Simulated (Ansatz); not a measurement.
System: KMgF3.

Input file:

```
crystal:
  lattice:
    - [4.304772, 0.0, 0.0]
    - [0.0, 4.304772, 0.0]
    - [0.0, 0.0, 3.667028]
  atoms:
    - { symbol: K, position: [0.5, 0.5, 0.5] }
    - { symbol: Mg, position: [0.0, 0.0, 0.0] }
    - { symbol: F, position: [0.5, 0.0, 0.0] }
    - { symbol: F, position: [0.0, 0.5, 0.0] }
    - { symbol: F, position: [0.0, 0.0, 0.5] }
basis:
  ecutwfc: 420
kpoints:
  mp_grid: { grid: [6, 6, 6] }
hamiltonian:
  xc: pbe
scf:
  occupations: { method: gaussian, width: 0.05 }
output:
  forces: true
  stress: true
  eigenvalues: true
  write_density: true
  write_potential: true
  elf: true
  volumetric_format: npy
```

Launched as:

```sh
ansatz run input.yaml --threads 1 --pin off --max-ram 2560MiB --backend cpu --events-out ev --progress --plain --runs-dir out
```

Below, planes, directions and counts refer to the conventional cell (a = 4.30 Å, b = 4.30 Å, c = 3.67 Å, α = 90.00°, β = 90.00°, γ = 90.00°).

Space group P4/mmm; changed on purpose from its base cell (strain +0.080 along x and y, -0.080 along z, atoms carried along).

The calculation used Ansatz 0.2.0, DFT PBE, scalar-relativistic, plane waves, PAW.

### What will maps of the valence pseudo-density and electron localisation function show?

Mg–F (1.83 Å): ρ is about 0.53 e/Å³ halfway; the ELF peaks at about 0.80 in the valence shell of F, 0.6 Å from its nucleus, and is about 0.25 at the midpoint (a largely ionic contact).
K–F (3.04 Å): ρ at the midpoint is about 0.05 e/Å³; the ELF is about 0 at the midpoint: a closed-shell, largely ionic contact.

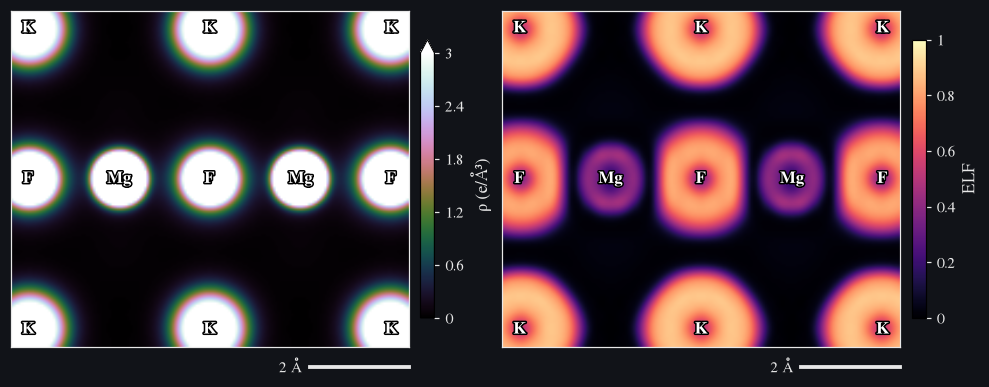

Computed valence pseudo-density and electron localisation function on the (110) plane of the conventional cell, in this order. 

In a PAW calculation such maps are meaningful between the atoms, not at the nuclei.
